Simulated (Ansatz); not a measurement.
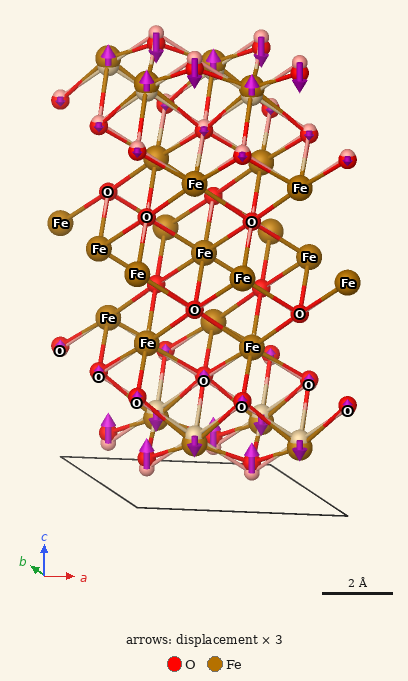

A relaxation of a slab of composition Fe5O6 (cut from the Fm-3m phase). The starting structure is drawn faded, the final one solid; purple arrows show the displacements, magnified 3 times.

The picture is a ball-and-stick view of the 2 × 2 repeat of the cell, outlined in the plane, without the vacuum, seen slightly off an axis.

Case: (0 0 1) slab, atoms relaxed. The slab is the (0 0 1) face of FeO.

All numbers below come from Ansatz, DFT PBE, scalar-relativistic, plane waves, PAW.

Input file:
```yaml
crystal:
  lattice:
    - [3.0465262202, 0.0, 0.0]
    - [-1.5232631101, 2.6383691, 0.0]
    - [0.0, 0.0, 27.4394804644]
  atoms:
    - { symbol: O, position: [0.3333333333, 0.6666666667, 0.2733287902], spin: 0.35 }
    - { symbol: Fe, position: [0.6666666667, 0.3333333333, 0.3186630322], spin: 3.79 }
    - { symbol: O, position: [0.0, 0.0, 0.3639972741], spin: 0.35 }
    - { symbol: Fe, position: [0.3333333333, 0.6666666667, 0.4093315161], spin: 3.79 }
    - { symbol: O, position: [0.6666666667, 0.3333333333, 0.454665758], spin: 0.35 }
    - { symbol: Fe, position: [0.0, 0.0, 0.5], spin: 3.79 }
    - { symbol: O, position: [0.3333333333, 0.6666666667, 0.545334242], spin: 0.35 }
    - { symbol: Fe, position: [0.6666666667, 0.3333333333, 0.5906684839], spin: 3.79 }
    - { symbol: O, position: [0.0, 0.0, 0.6360027259], spin: 0.35 }
    - { symbol: Fe, position: [0.3333333333, 0.6666666667, 0.6813369678], spin: 3.79 }
    - { symbol: O, position: [0.6666666667, 0.3333333333, 0.7266712098], spin: 0.35 }
basis:
  ecutwfc: 420
kpoints:
  mp_grid: { grid: [12, 12, 1] }
hamiltonian:
  xc: pbe
scf:
  occupations: { method: gaussian, width: 0.1 }
output:
  forces: true
  eigenvalues: true
  populations: true
magnetization:
  spin_polarized: true
relax:
  adjacent_minimum: "off"
  f_tol: 0.02
  max_steps: 60
efield:
  axis: 3
  dipole_correction: true
checkpoint:
  read: start.run
  write: ck
  compress: false
  write_wavefunctions: false
  write_every: 100000
```

> What did the optimiser do to the structure, and how much energy did it gain?

Over 5 geometry steps the energy falls by 2.062 eV per cell of the calculation. Largest force component: 3.9 eV/Å at the start, 0.0083 eV/Å at the end. The largest moves relative to the layer's centre, 0.30 Å, are those of O1 and O11. O1 goes along the normal (+c). By element the largest moves are O 0.30 Å, Fe 0.21 Å. The cell stays as it was. Among the contacts that change: Fe10–O11 2.154 → 1.906 Å, Fe2–O3 2.154 → 2.343 Å, Fe8–O9 2.154 → 2.089 Å, Fe4–O5 2.154 → 2.180 Å. Bond angles that change, for instance: O1–Fe2–O3 180.0° → 161.3°, Fe2–O1–Fe2 90.0° → 106.1°, O1–Fe2–O1 90.0° → 106.1°.
